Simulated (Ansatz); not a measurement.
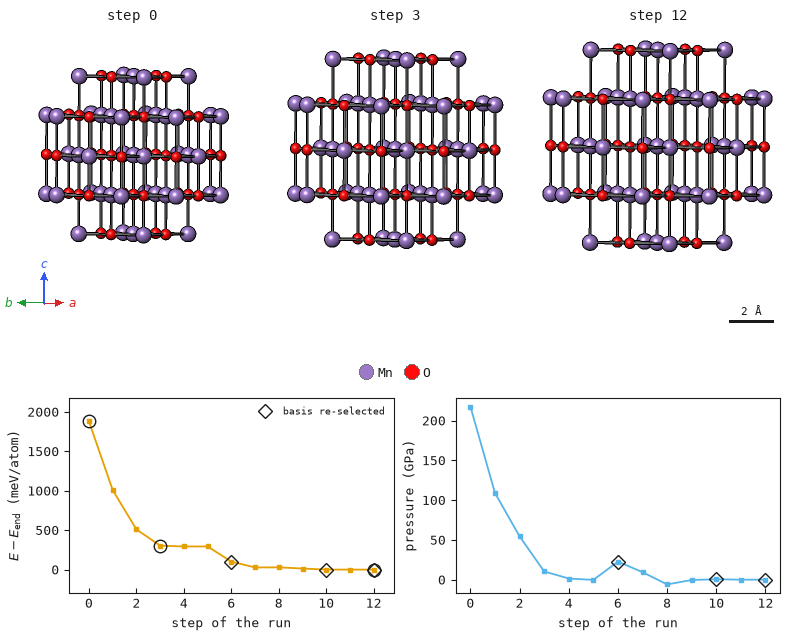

Frames of a relaxation of solid MnO (a generated structure, set up in R-3m) (coarse preliminary run), marked on the history of the run. Style: ball-and-stick. Shown: the conventional cell (4 times the calculation's cell), from a free direction. Lengths and directions refer to the drawn axes.

The calculation used DFT PBE, scalar-relativistic, plane waves, PAW (Ansatz). Set-up: plane-wave cutoff 420 eV; k-point mesh 12 × 12 × 12; occupations gaussian; smearing width 0.1 eV; collinear spin; cell and atoms relaxed; force threshold 0.04 eV/Å; at most 70 steps.

Q: What happens along the run?

A: No atom moves by more than 0.005 Å relative to the cell. The drawn cell changes as follows: a = b = c 3.632 → 4.440 Å (+22.2 %), α 89.7° → 90.0°, β 89.7° → 90.0°, γ 89.7° → 90.0°; the volume changes by +82.7 %. Some distances before and after: Mn–Mn 2.561 → 3.139 Å, Mn–O 1.816 → 2.220 Å. The space group (tolerance 0.01 Å) goes from R-3m (No. 166) to Fm-3m (No. 225). Over 9 accepted moves (12 points after the start) the energy falls by 1879 meV per atom. All forces vanish by symmetry, so only the cell relaxes. The pressure goes from 217.57 to 0.10 GPa. At 3 points the geometry stayed and the basis and grid were re-selected for the new cell (energy shift of 192 meV per atom at most each time). Cost: 88 s on 1 thread of Arm Neoverse V2, with other jobs on the host, peak memory 0.4 GiB. From step 0 to 3: volume +49.7 %, energy −1575 meV per atom. From step 3 to 12: volume +22.0 %, energy −304 meV per atom.

```json
{"step": "0", "E − E(0), meV/atom": "0.00", "pressure, GPa": "217.57", "volume, Å³/atom": "5.991", "note": ""}
{"step": "1", "E − E(0), meV/atom": "-870.23", "pressure, GPa": "108.97", "volume, Å³/atom": "6.887", "note": ""}
{"step": "2", "E − E(0), meV/atom": "-1368.51", "pressure, GPa": "54.54", "volume, Å³/atom": "7.883", "note": ""}
{"step": "3", "E − E(0), meV/atom": "-1575.35", "pressure, GPa": "10.48", "volume, Å³/atom": "8.967", "note": ""}
{"step": "4", "E − E(0), meV/atom": "-1585.48", "pressure, GPa": "1.58", "volume, Å³/atom": "9.270", "note": ""}
{"step": "5", "E − E(0), meV/atom": "-1585.52", "pressure, GPa": "-0.16", "volume, Å³/atom": "9.329", "note": ""}
{"step": "6", "E − E(0), meV/atom": "-1777.77", "pressure, GPa": "22.79", "volume, Å³/atom": "9.329", "note": "same geometry, new basis"}
{"step": "7", "E − E(0), meV/atom": "-1851.59", "pressure, GPa": "9.54", "volume, Å³/atom": "10.120", "note": ""}
{"step": "8", "E − E(0), meV/atom": "-1850.33", "pressure, GPa": "-5.87", "volume, Å³/atom": "11.410", "note": ""}
{"step": "9", "E − E(0), meV/atom": "-1865.21", "pressure, GPa": "-0.28", "volume, Å³/atom": "10.882", "note": ""}
{"step": "10", "E − E(0), meV/atom": "-1879.04", "pressure, GPa": "0.68", "volume, Å³/atom": "10.882", "note": "same geometry, new basis"}
{"step": "11", "E − E(0), meV/atom": "-1878.95", "pressure, GPa": "0.09", "volume, Å³/atom": "10.942", "note": ""}
{"step": "12", "E − E(0), meV/atom": "-1879.17", "pressure, GPa": "0.10", "volume, Å³/atom": "10.942", "note": "same geometry, new basis"}
```
